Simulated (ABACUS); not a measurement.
## GaP: single-point calculation (part 3 of 3)

GaP (2 atoms in the cell); Kohn-Sham DFT of a periodic cell, HSE-type, SG15 ONCV 1.2 PBE, no spin polarisation (ABACUS 3.10.1); cutoff 1360.57 eV, 4×4×4 k-mesh, fermi-dirac of 0.05 eV. The structure derives from an entry of the Crystallography Open Database. It belongs to a series of runs on one base structure; here: exact_exchange_share = 0.1.

Geometry of the input (Å; fractional positions):
```
0.0000  2.7252  2.7252
2.7252  0.0000  2.7252
2.7252  2.7252  0.0000
Ga 0.0000  0.0000  0.0000
P  0.7500  0.7500  0.7500
```

### Log, continued
```
----------------------------------------------------------
     Energy           Rydberg                 eV
----------------------------------------------------------
 E_KohnSham     -144.1852712064      -1961.7412560818
 E_Harris       -144.1848518578      -1961.7355505521
 E_Fermi        0.6242984410         8.4940160507
----------------------------------------------------------

 LCAO ALGORITHM --------------- ION=   1  ELEC=   4--------------------------------
 DeltaE_womix = -0.000335024 eV

 Density error is 2.78204776846e-06
----------------------------------------------------------
     Energy           Rydberg                 eV
----------------------------------------------------------
 E_KohnSham     -144.1852712072      -1961.7412560932
 E_Harris       -144.1852465838      -1961.7409210747
 E_Fermi        0.6243073363         8.4941370775
----------------------------------------------------------

 LCAO ALGORITHM --------------- ION=   1  ELEC=   5--------------------------------
 DeltaE_womix = -5.8755e-05 eV

 Density error is 4.48210213779e-07
----------------------------------------------------------
     Energy           Rydberg                 eV
----------------------------------------------------------
 E_KohnSham     -144.1852712069      -1961.7412560886
 E_Harris       -144.1852668877      -1961.7411973231
 E_Fermi        0.6243086610         8.4941551008
----------------------------------------------------------

 LCAO ALGORITHM --------------- ION=   1  ELEC=   6--------------------------------
 DeltaE_womix = 3.55761e-09 eV

 Density error is 2.81338937867e-08
----------------------------------------------------------
     Energy           Rydberg                 eV
----------------------------------------------------------
 E_KohnSham     -144.1852712066      -1961.7412560850
 E_KS(sigma->0) -144.1852712066      -1961.7412560845
 E_Harris       -144.1852709845      -1961.7412530632
 E_band         -4.1323665232        -56.2237309396
 E_one_elec     -77.4052907733       -1053.1530098630
 E_Hartree      50.7984541569        691.1484261252
 E_xc           -19.6622631426       -267.5188143150
 E_Ewald        -96.4776238881       -1312.6454143789
 E_entropy(-TS) -0.0000000001        -0.0000000011
 E_descf        0.0000000000         0.0000000000
 E_exx          -1.4385475594        -19.5724436522
 E_Fermi        0.6243088243         8.4941573217
----------------------------------------------------------

 LCAO ALGORITHM --------------- ION=   1  ELEC=   1--------------------------------
 DeltaE_womix = -0.00314556 eV

 Density error is 1.70536500107e-05
----------------------------------------------------------
     Energy           Rydberg                 eV
----------------------------------------------------------
 E_KohnSham     -144.1852712892      -1961.7412572086
 E_Harris       -144.1850087300      -1961.7376849077
 E_Fermi        0.6243117546         8.4941971909
----------------------------------------------------------

 LCAO ALGORITHM --------------- ION=   1  ELEC=   2--------------------------------
 DeltaE_womix = 0.000518229 eV

 Density error is 3.29712448788e-06
----------------------------------------------------------
     Energy           Rydberg                 eV
----------------------------------------------------------
 E_KohnSham     -144.1852712903      -1961.7412572240
 E_Harris       -144.1853093802      -1961.7417754639
 E_Fermi        0.6243152598         8.4942448810
----------------------------------------------------------

 LCAO ALGORITHM --------------- ION=   1  ELEC=   3--------------------------------
 DeltaE_womix = -0.000429999 eV

 Density error is 1.09646953355e-06
----------------------------------------------------------
     Energy           Rydberg                 eV
----------------------------------------------------------
 E_KohnSham     -144.1852712898      -1961.7412572176
 E_Harris       -144.1852396850      -1961.7408272114
 E_Fermi        0.6243145565         8.4942353132
----------------------------------------------------------

 LCAO ALGORITHM --------------- ION=   1  ELEC=   4--------------------------------
 DeltaE_womix = -2.69937e-05 eV

 Density error is 1.60161748768e-07
----------------------------------------------------------
     Energy           Rydberg                 eV
----------------------------------------------------------
 E_KohnSham     -144.1852712899      -1961.7412572183
 E_Harris       -144.1852693055      -1961.7412302198
 E_Fermi        0.6243152309         8.4942444880
----------------------------------------------------------

 LCAO ALGORITHM --------------- ION=   1  ELEC=   5--------------------------------
 DeltaE_womix = 4.64037e-12 eV

 Density error is 3.00431626412e-08
----------------------------------------------------------
     Energy           Rydberg                 eV
----------------------------------------------------------
 E_KohnSham     -144.1852712899      -1961.7412572182
 E_KS(sigma->0) -144.1852712898      -1961.7412572177
 E_Harris       -144.1852710625      -1961.7412541244
 E_band         -4.1322585330        -56.2222616574
 E_one_elec     -77.4054129120       -1053.1546716464
 E_Hartree      50.7985424124        691.1496269036
 E_xc           -19.6622450688       -267.5185684076
 E_Ewald        -96.4776238881       -1312.6454143789
 E_entropy(-TS) -0.0000000001        -0.0000000011
 E_descf        0.0000000000         0.0000000000
 E_exx          -1.4385318333        -19.5722296879
 E_Fermi        0.6243153157         8.4942456425
----------------------------------------------------------

 charge density convergence is achieved
 final etot is -1961.7412572 eV
 EFERMI = 8.4942456425 eV
The vacuum level is 9.8391829617 eV

 STATE ENERGY(eV) AND OCCUPATIONS    NSPIN == 1
 1/8 kpoint (Cartesian) = 0.0000 0.0000 0.0000 (4645 pws)
       1       -7.44291      0.0312500
       2       -7.44291      0.0312500
       3       -7.44291      0.0312500
       4       -7.33323      0.0312500
       5       -7.33323      0.0312500
       6       -5.45790      0.0312500
       7        7.54179      0.0312500
       8        7.54179      0.0312500
       9        7.54179      0.0312500
      10        9.85098    5.13296e-14
      11        11.7046    4.07506e-30
      12        11.7046    4.07506e-30
      13        11.7046    4.07506e-30

 2/8 kpoint (Cartesian) = 0.045867 0.045867 0.045867 (4633 pws)
       1       -7.49126       0.250000
       2       -7.42666       0.250000
       3       -7.42666       0.250000
       4       -7.33176       0.250000
       5       -7.33176       0.250000
       6       -4.67811       0.250000
       7        3.49851       0.250000
       8        6.84580       0.250000
       9        6.84580       0.250000
      10        10.0420    9.00352e-15
      11        12.6301    2.98281e-37
      12        12.6301    2.98281e-37
      13        14.4979    1.78249e-53

 3/8 kpoint (Cartesian) = 0.091735 0.091735 0.091735 (4584 pws)
       1       -7.53303       0.125000
       2       -7.41573       0.125000
       3       -7.41573       0.125000
       4       -7.32505       0.125000
       5       -7.32505       0.125000
       6       -3.32969       0.125000
       7       0.587180       0.125000
       8        6.34924       0.125000
       9        6.34924       0.125000
      10        9.51100    1.84294e-10
      11        12.5973    2.87256e-37
      12        12.5973    2.87256e-37
      13        17.1893    3.73942e-77

 4/8 kpoint (Cartesian) = 0.0000 0.0000 0.091735 (4632 pws)
       1       -7.51528       0.187500
       2       -7.40788       0.187500
       3       -7.40788       0.187500
       4       -7.35084       0.187500
       5       -7.32144       0.187500
       6       -4.39631       0.187500
       7        3.71697       0.187500
       8        5.77592       0.187500
       9        5.77592       0.187500
      10        10.0070    1.35943e-14
      11        11.8112    2.90174e-30
      12        14.7404    1.04696e-55
      13        14.7404    1.04696e-55

 5/8 kpoint (Cartesian) = 0.045867 0.045867 0.13760 (4617 pws)
       1       -7.54552       0.750000
       2       -7.40004       0.750000
       3       -7.39186       0.750000
       4       -7.34917       0.750000
       5       -7.31965       0.750000
       6       -3.00059       0.750000
       7        1.10903       0.750000
       8        4.17065       0.750000
       9        5.39920       0.750000
      10        10.3193    1.05342e-16
      11        12.9113    3.23113e-39
      12        14.6181    4.83051e-54
      13        15.0578    7.31844e-58

 6/8 kpoint (Cartesian) = 0.0000 0.091735 0.091735 (4632 pws)
       1       -7.52762       0.375000
       2       -7.41036       0.375000
       3       -7.40647       0.375000
       4       -7.33471       0.375000
       5       -7.33130       0.375000
       6       -3.53741       0.375000
       7        1.87127       0.375000
       8        4.00361       0.375000
       9        6.27102       0.375000
      10        11.0545    2.16872e-23
      11        13.7758    5.00080e-47
      12        13.7827    4.35649e-47
      13        14.3251    8.46725e-52

[... levels at 2 further k points ...]

 --------------------------------------------
 !FINAL_ETOT_IS -1961.741257218246 eV
 --------------------------------------------
```

### Standard output
```
ABACUS v3.10.1

               Atomic-orbital Based Ab-initio Computation at UStc

 dft_functional readin is: hse
 dft_functional in pseudopot file is: PBE
 Please make sure this is what you need
 dft_functional readin is: hse
 dft_functional in pseudopot file is: PBE
 Please make sure this is what you need

%%%%%%%%%%%%%%%%%%%%%%%%%%%%%%%%%%%%%%%%%%%%%%%%%%%%%%%%%%%%%%%%%%%%%%%%%%%%%%%%%%%%%%%%%%%%%%%%%%%%%%%%%
 Warning: the number of valence electrons in pseudopotential > 3 for Ga: [Ar] 3d10 4s2 4p1
 Pseudopotentials with additional electrons can yield (more) accurate outcomes, but may be less efficient.
 If you're confident that your chosen pseudopotential is appropriate, you can safely ignore this warning.
%%%%%%%%%%%%%%%%%%%%%%%%%%%%%%%%%%%%%%%%%%%%%%%%%%%%%%%%%%%%%%%%%%%%%%%%%%%%%%%%%%%%%%%%%%%%%%%%%%%%%%%%%

 UNIFORM GRID DIM        : 48 * 48 * 48
 UNIFORM GRID DIM(BIG)   : 12 * 12 * 12
 ---------------------------------------------------------
 Self-consistent calculations for electrons
 ---------------------------------------------------------
 SPIN    KPOINTS         PROCESSORS  THREADS     NBASE
 1       8               1           8           31
 ---------------------------------------------------------
 Use Systematically Improvable Atomic bases
 ---------------------------------------------------------
 ELEMENT ORBITALS        NBASE       NATOM       XC
 Ga      2s2p2d-8au      18          1
 P       2s2p1d-7au      13          1
 ---------------------------------------------------------
 Initial plane wave basis and FFT box
 ---------------------------------------------------------
 -------------------------------------------
 SELF-CONSISTENT :
 -------------------------------------------
 START CHARGE      : atomic
 ITER       ETOT/eV          EDIFF/eV         DRHO     TIME/s
 GE1     -1.96607585e+03   0.00000000e+00   7.2204e-02   0.65
 GE2     -1.96638163e+03  -3.05776751e-01   2.3710e-02   0.67
 GE3     -1.96640020e+03  -1.85703576e-02   7.8494e-03   0.65
 GE4     -1.96640057e+03  -3.75006860e-04   6.3050e-04   0.65
 GE5     -1.96640059e+03  -1.48253343e-05   2.3852e-04   0.71
 GE6     -1.96640059e+03  -7.18245957e-07   1.0080e-05   0.63
 GE7     -1.96640059e+03  -5.44082954e-10   9.5820e-07   0.69
 GE8     -1.96640059e+03  -1.89481626e-11   1.6443e-07   0.61
 GE9     -1.96640059e+03  -3.28692616e-11   1.7211e-08   0.63
 Updating EXX and rerun SCF	5.146e+00 (s)
 ITER       ETOT/eV          EDIFF/eV         DRHO     TIME/s
 GE1     -1.96161063e+03   0.00000000e+00   1.1429e-02   1.10
 GE2     -1.96174960e+03  -1.38972120e-01   1.2782e-02   1.11
 GE3     -1.96174069e+03   8.91009686e-03   7.9808e-03   1.24
 GE4     -1.96174061e+03   8.26916542e-05   2.7167e-03   1.13
 GE5     -1.96174091e+03  -2.97496230e-04   4.4217e-04   1.45
 GE6     -1.96174092e+03  -1.33304539e-05   6.3085e-05   1.29
 GE7     -1.96174092e+03  -2.95426216e-07   9.3276e-06   1.23
 GE8     -1.96174092e+03  -9.51545788e-09   1.0767e-06   1.15
 GE9     -1.96174092e+03   1.09280627e-09   9.0462e-08   1.19
EDIFF/eV (outer loop): 4.65966667e+00
 Updating EXX and rerun SCF	6.184e+00 (s)
 ITER       ETOT/eV          EDIFF/eV         DRHO     TIME/s
 GE1     -1.96174125e+03   0.00000000e+00   2.5682e-04   1.15
 GE2     -1.96174126e+03  -1.27601722e-06   4.7259e-05   1.17
 GE3     -1.96174126e+03  -4.45111673e-08   1.3977e-05   1.11
 GE4     -1.96174126e+03  -1.14957342e-08   2.7820e-06   1.23
 GE5     -1.96174126e+03   4.64345992e-09   4.4821e-07   1.11
 GE6     -1.96174126e+03   3.55761420e-09   2.8134e-08   1.09
EDIFF/eV (outer loop): 3.35972508e-04
 Updating EXX and rerun SCF	5.073e+00 (s)
 ITER       ETOT/eV          EDIFF/eV         DRHO     TIME/s
 GE1     -1.96174126e+03   0.00000000e+00   1.7054e-05   1.11
 GE2     -1.96174126e+03  -1.54067896e-08   3.2971e-06   1.11
 GE3     -1.96174126e+03   6.40099867e-09   1.0965e-06   1.15
 GE4     -1.96174126e+03  -6.27996245e-10   1.6016e-07   1.18
 GE5     -1.96174126e+03   4.64036634e-12   3.0043e-08   1.23
EDIFF/eV (outer loop): 1.13319873e-06
```

### File mulliken.txt
```
 0
CALCULATE THE MULLIkEN ANALYSIS FOR EACH ATOM
 Total charge:	18
Decomposed Mulliken populations
0                             Zeta of Ga              Spin 1
s                                      0              1.3813
s                                      1              0.0030
SUM OVER M+Zeta                                       1.3843

pz                                     0              0.4532
px                                     0              0.5630
py                                     0              0.6023
SUM OVER M                                            1.6184
pz                                     1             -0.0556
px                                     1             -0.0072
py                                     1             -0.0205
SUM OVER M                                           -0.0832
SUM OVER M+Zeta                                       1.5352

dz^2                                   0              1.9983
dxz                                    0              1.9953
dyz                                    0              1.9946
dx^2-y^2                               0              1.9992
dxy                                    0              1.9955
SUM OVER M                                            9.9829
dz^2                                   1              0.0780
dxz                                    1              0.0856
dyz                                    1              0.0713
dx^2-y^2                               1              0.0353
dxy                                    1              0.1105
SUM OVER M                                            0.3806
SUM OVER M+Zeta                                      10.3635

SUM OVER M+Zeta+L                                    13.2829

Total Charge on atom:                 Ga             13.2829


1                              Zeta of P              Spin 1
s                                      0              1.7023
s                                      1              0.0246
SUM OVER M+Zeta                                       1.7269

pz                                     0              0.8845
px                                     0              0.9933
py                                     0              1.0297
SUM OVER M                                            2.9074
pz                                     1             -0.0589
px                                     1             -0.0113
py                                     1             -0.0036
SUM OVER M                                           -0.0738
SUM OVER M+Zeta                                       2.8337

dz^2                                   0              0.0253
dxz                                    0              0.0379
dyz                                    0              0.0300
dx^2-y^2                               0              0.0129
dxy                                    0              0.0503
SUM OVER M                                            0.1565
SUM OVER M+Zeta                                       0.1565

SUM OVER M+Zeta+L                                     4.7171

Total Charge on atom:                  P              4.7171
```

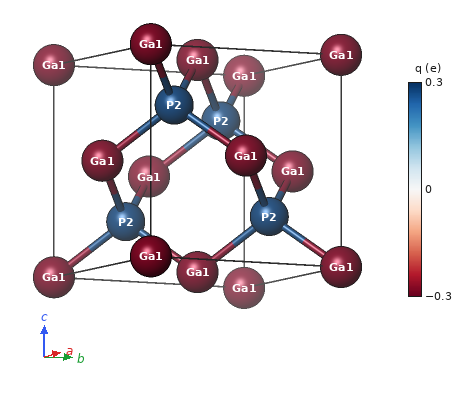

**Figure 1.** Mulliken charges, as the colour of each atom (ball-and-stick view of the cell 4 times as large as that of the calculation, set on its symmetry axes, seen at an oblique angle; atoms are numbered from 1 in the order of the input; Mulliken charges depend strongly on the basis). By element: Ga −0.28 and P +0.28 e.

### Results in brief

```json
{"quantity": "outcome", "value": "converged"}
{"quantity": "space group (tolerance 0.01 Å)", "value": "F-43m (216)"}
{"quantity": "electrons treated", "value": "18"}
{"quantity": "free energy", "value": "−1961.7413 eV"}
{"quantity": "Fermi energy", "value": "8.494 eV"}
{"quantity": "gap on the k-point mesh", "value": "1.92 eV"}
{"quantity": "hardware", "value": "8 threads of Intel Xeon @ 2.50GHz (Skylake/Cascade Lake), 32 GiB of memory available, shared host"}
{"quantity": "wall time", "value": "96 s (CPU time 11 min)"}
{"quantity": "peak memory", "value": "3 GiB"}
```

Points of doubt noted for this run: home made orbitals; small basis gap.
